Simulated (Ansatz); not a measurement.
Si₆W (slab)

Input

```
crystal:
  lattice:
    - [3.8417168285, 0.0, 0.0]
    - [0.0, 3.8417168285, 0.0]
    - [0.0, 0.0, 25.7912600521]
  atoms:
    - { symbol: Si, position: [0.0, 0.5, 0.3295690084] }
    - { symbol: Si, position: [0.0, 0.0, 0.3822322752] }
    - { symbol: Si, position: [0.5, 0.0, 0.4348955421] }
    - { symbol: Si, position: [0.5, 0.5, 0.4872505114] }
    - { symbol: Si, position: [0.0, 0.5, 0.5400001596] }
    - { symbol: Si, position: [0.0, 0.0, 0.5916358883] }
    - { symbol: W, position: [0.0, 0.1666666667, 0.6947716015], spin: 4.0 }
basis:
  ecutwfc: 420
kpoints:
  mp_grid: { grid: [8, 8, 1] }
hamiltonian:
  xc: pbesol
scf:
  occupations: { method: gaussian, width: 0.05 }
output:
  forces: true
  eigenvalues: true
  populations: true
  write_density: true
  write_potential: true
  elf: true
  volumetric_format: npy
magnetization:
  spin_polarized: true
relax:
  adjacent_minimum: "off"
  f_tol: 0.02
  max_steps: 25
  constraints: [{ sites: [0, 1, 2, 3, 4, 5] }, { site: 6, fix: xy }]
efield:
  axis: 3
  dipole_correction: true
  ramp_width: 0.04
```

Run with:

```sh
ansatz run input.yaml --threads 1 --pin off --max-ram 2560MiB --backend cpu --events-out ev --progress --plain --runs-dir out
```

The fields are those of the run's last geometry, not of the input's.

Spin-polarised.

Computed with DFT PBEsol, scalar-relativistic, plane waves, PAW in Ansatz 0.2.0.

In a PAW calculation such maps are meaningful between the atoms, not at the nuclei.

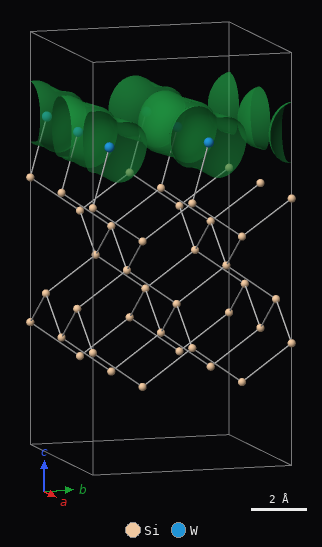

Figure 1. Isosurfaces of the spin density at +0.08 (green) and −0.08 e/Å³ (red), seen slightly off an axis. Sticks mark near contacts.

Which atoms carry the moments, and with what signs?

The spin density sits on W: +1.8 μB in one cell of 7 atoms: with much of the spin spread outside that site. The cell of the calculation (7 atoms) carries 3.5 μB of net spin moment. Only one sign reaches the isovalue.

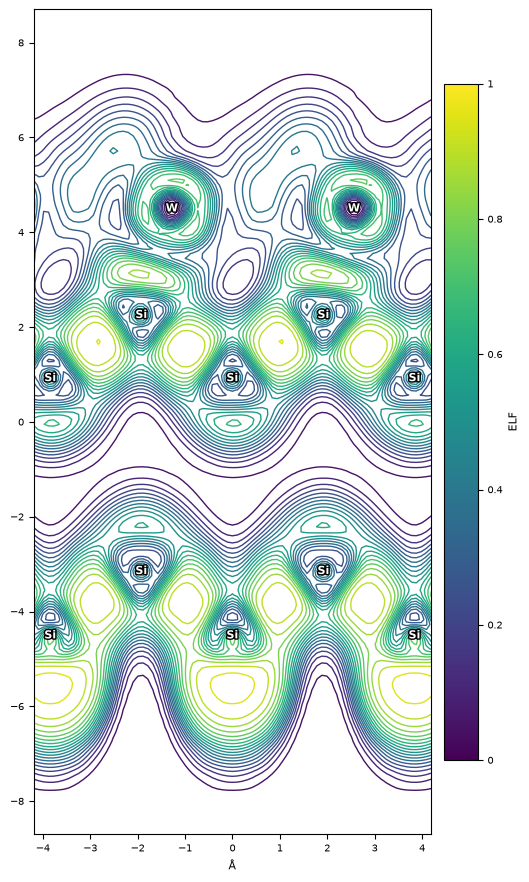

Figure 2. Electron localisation function on the (100) plane of the calculation cell, a cut from vacuum to vacuum.

Describe what can be read from this map.

Atoms in the plane: Si and W.
Si–W (2.33 Å): the ELF peaks at about 0.85 in the valence shell of Si, 0.8 Å from its nucleus, and is about 0.60 at the midpoint.
Si–Si (2.34 Å): the ELF peaks at about 0.95 between the atoms.
The ELF also peaks beside Si, away from the bonds: non-bonding electrons, paired or unpaired.
The features right at W lie inside the PAW spheres, where the map follows smoothed inner orbitals and isn't to be read closely.

Does the calculation make it a metal, or give it a gap?

It is gapless in this calculation (a metal or semimetal).
